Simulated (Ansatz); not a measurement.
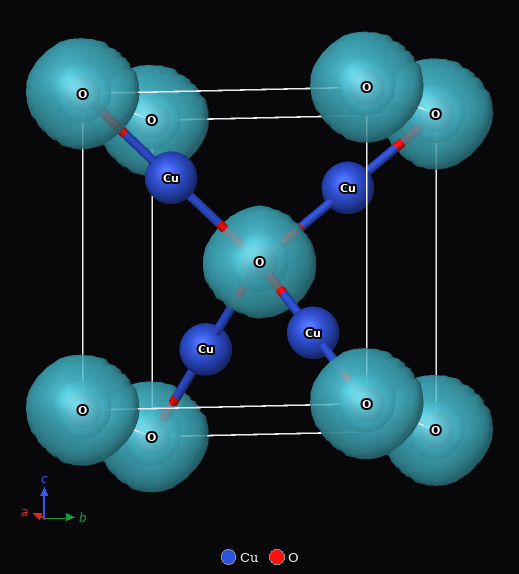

The picture shows: Cu2O. Isosurface of the electron localisation function at 0.7 (cyan), seen at an oblique angle. Only the valence region is drawn (cores and ρ < 0.01 e/Å³ removed). Sticks mark near contacts.

Space group P4₂/nnm; changed on purpose from its base cell (strain -0.080 along x and y, +0.000 along z, atoms carried along); computed pressure about 32 GPa in this cell; computed without spin polarisation.

These are results of DFT PBEsol, scalar-relativistic, plane waves, PAW (Ansatz), not measurements.

In a PAW calculation such maps are meaningful between the atoms, not at the nuclei.

Input

```
crystal:
  lattice:
    - [3.884564577, 0.0, 0.0]
    - [0.0, 3.884564577, 0.0]
    - [0.0, 0.0, 4.2223528011]
  atoms:
    - { symbol: Cu, position: [0.25, 0.25, 0.25] }
    - { symbol: Cu, position: [0.25, 0.75, 0.75] }
    - { symbol: Cu, position: [0.75, 0.75, 0.25] }
    - { symbol: Cu, position: [0.75, 0.25, 0.75] }
    - { symbol: O, position: [0.0, 0.0, 0.0] }
    - { symbol: O, position: [0.5, 0.5, 0.5] }
basis:
  ecutwfc: 420
kpoints:
  mp_grid: { grid: [8, 8, 8] }
hamiltonian:
  xc: pbesol
scf:
  occupations: { method: gaussian, width: 0.05 }
output:
  forces: true
  stress: true
  eigenvalues: true
  write_density: true
  write_potential: true
  elf: true
  volumetric_format: npy
```

Run with:

```sh
ansatz run input.yaml --threads 2 --pin off --max-ram 5120MiB --backend cpu --events-out ev --progress --plain --runs-dir out
```

Below, planes, directions and counts refer to the conventional cell (a = 3.88 Å, b = 3.88 Å, c = 4.22 Å, α = 90.00°, β = 90.00°, γ = 90.00°).

Question: What do the ELF domains correspond to?

Answer: At this value the surface marks out two regions wrapped around O (the valence shell of each), counted in one cell of 6 atoms. Regions shared between cells count once. Profiles from the grid: Cu–O (1.73 Å): the ELF peaks at about 0.85 in the valence shell of O, 0.6 Å from its nucleus, and is about 0.25 at the midpoint: no localised pair shows between them.

Question: Does the calculation give a band gap?

Answer: It is metallic or semimetallic at this level of theory: no gap opens; semilocal functionals without U, or without the true magnetic order, often close the gap of such compounds.
